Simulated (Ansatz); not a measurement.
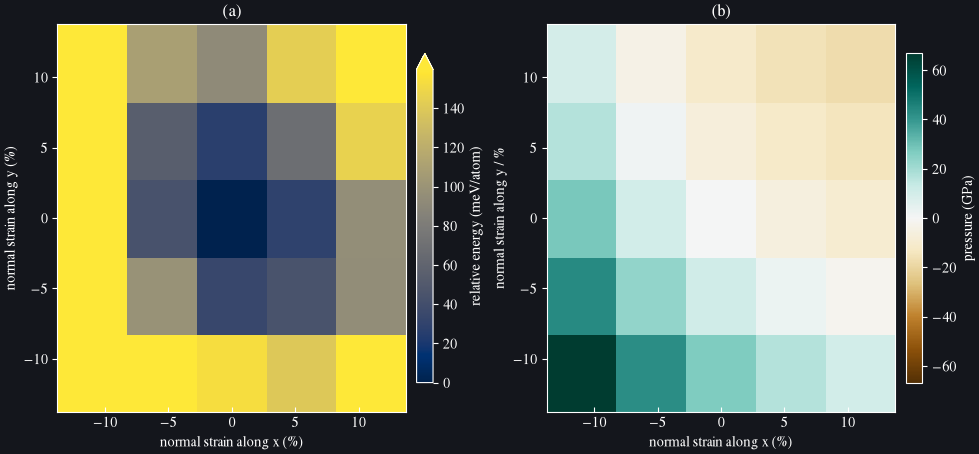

Cu (Cmcm, No. 63; 2 atoms in the cell). 
- The energy is mapped over two homogeneous strains (x along [1 0 0], y along [0 1 0], z along [0 0 1] of the conventional cell).
- First axis: normal strain along x. Second axis: normal strain along y.
- Nothing is relaxed (fractional coordinates fixed).
- The grid has 5 × 5 points.
- Energies are in meV/atom, from the lowest grid point.
- Method: Ansatz, DFT PBEsol, scalar-relativistic, plane waves, PAW. Settings: cutoff 520 eV, k-mesh 20×20×18 in the order of the run's cell vectors, gaussian smearing 0.15 eV, no spin polarisation.

Panel (a) is the energy and panel (b) the computed pressure on the same grid.

In the figure: one coloured cell a grid point, one colour for all values above the top of the scale.

How does the pressure vary over the map, and what is it at the lowest grid point?

It runs from −17 GPa at normal strain along x = 11.0 %, normal strain along y = 11.0 % to 67 GPa at normal strain along x = −11.0 %, normal strain along y = −11.0 %. At the lowest grid point, normal strain along x = 0.0 %, normal strain along y = 0.0 %, it is 0 GPa.

PAW datasets: the set soft_1.
